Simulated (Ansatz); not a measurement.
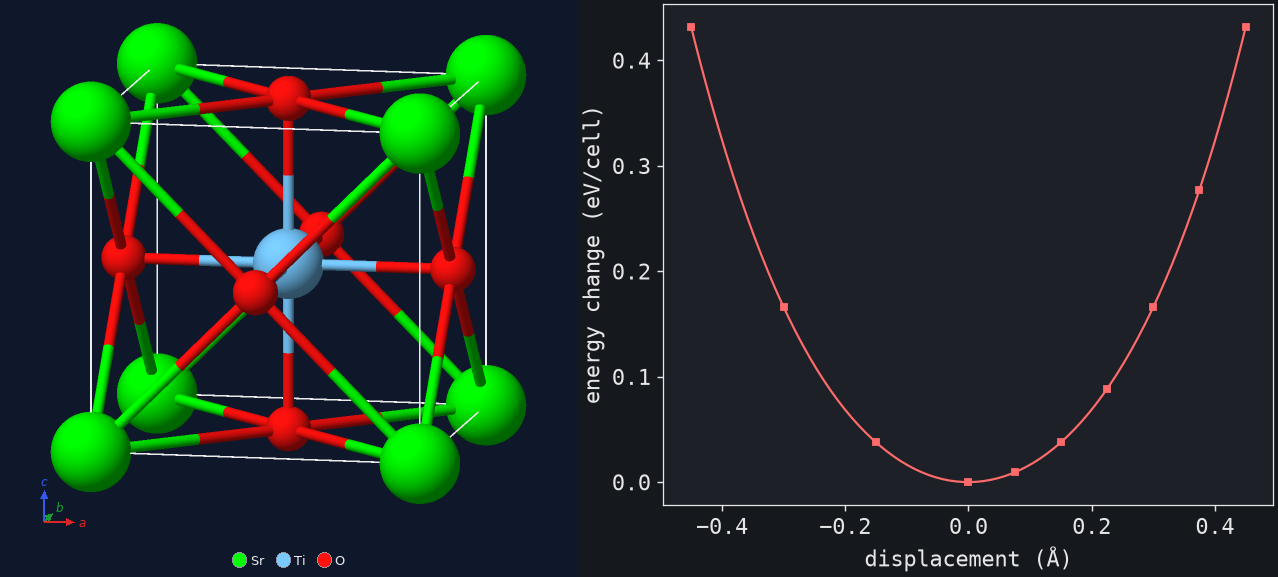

Plotted: energy change against displacement for SrTiO₃, space group Pm-3m (No. 221). The cell is drawn beside the plot.

The given structure:
```
CELL_PARAMETERS angstrom
3.93640 0.00000 0.00000
0.00000 3.93640 0.00000
0.00000 0.00000 3.93640
ATOMIC_POSITIONS crystal
Sr 0.00000 0.00000 0.00000
Ti 0.50000 0.50000 0.50000
O 0.00000 0.50000 0.50000
O 0.50000 0.00000 0.50000
O 0.50000 0.50000 0.00000
```

Calculation (Ansatz 0.2.0): one atom of a crystal moved along a line, all else fixed, by plane-wave density functional theory with PAW datasets, free energies less that of the undisturbed cell, pressure positive in compression; scalar-relativistic. Level: PBE, no spin polarisation.

- wave cutoff: 420 eV
- k mesh: 8×8×8
- occupations: Gaussian
- smearing width: 0.05 eV
- k shift: (0, 0, 0) (mesh steps)
- start: relaxed
- moved atom: 1
- direction: (0, −0.7071, −0.7071) (Cartesian unit vector)

The points at displacement −0.3, 0.15 and 0.45 follow from computed ones by symmetry.

From this curve and the settings, what does the calculation give for the force along the direction (sum over moved atoms), pressure and gap on the k mesh at the same points?

The force along the direction (sum over moved atoms) falls from 2.39 eV/Å at displacement −0.450 Å to −2.39 eV/Å at 0.450 Å, and changes sign near 0.00 Å. The pressure goes from 4.897 GPa at displacement −0.450 Å to 4.897 GPa at 0.450 Å, not monotonically, with a low of 0.008 GPa at 0.000 Å. The gap on the k mesh stays open and runs from 1.700 eV at displacement −0.450 Å to 1.700 eV at 0.450 Å, with its largest value, 1.842 eV, at 0.000 Å.

| displacement (Å) | force along the direction (sum over moved atoms) (eV/Å) | pressure (GPa) | gap on the k mesh (eV) |
| --- | --- | --- | --- |
| −0.450 | 2.39 | 4.897 | 1.700 |
| −0.300 | 1.24 | 2.068 | 1.801 |
| −0.150 | 0.52 | 0.506 | 1.832 |
| 0.000 | 0.00 | 0.008 | 1.842 |
| 0.075 | −0.25 | 0.131 | 1.839 |
| 0.150 | −0.52 | 0.506 | 1.832 |
| 0.225 | −0.84 | 1.145 | 1.820 |
| 0.300 | −1.24 | 2.068 | 1.801 |
| 0.375 | −1.75 | 3.306 | 1.764 |
| 0.450 | −2.39 | 4.897 | 1.700 |
